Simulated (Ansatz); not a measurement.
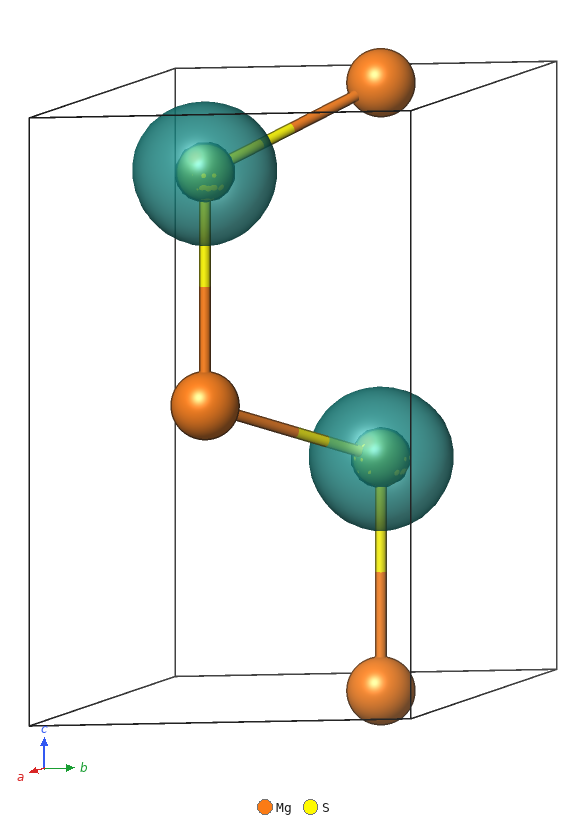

Figure 1: MgS. Density of the Kohn–Sham states from −11.4 to −10.5 eV about the valence-band maximum (a separate group of bands), scaled to one electron a cell: teal surface at 0.08 1/Å³, in the conventional cell seen slightly off an axis.

Space group P6_3mc. The cell comes from a database of computed structures, not from a measurement.

Computed with Ansatz, DFT PBE, scalar-relativistic, plane waves, PAW.

Core electrons are frozen (PAW), so the fields are smoothed inside the atomic spheres.

### Which atoms and orbitals make up these states?

Projected on a minimal set of atomic orbitals (Löwdin), they are S 3s (90 %) and Mg 3s (10 %). In space (atomic cells sized by Bader volumes) the density divides as S over 95 % and Mg little. The group holds 4 electrons when full, in the cell of the calculation (4 atoms).
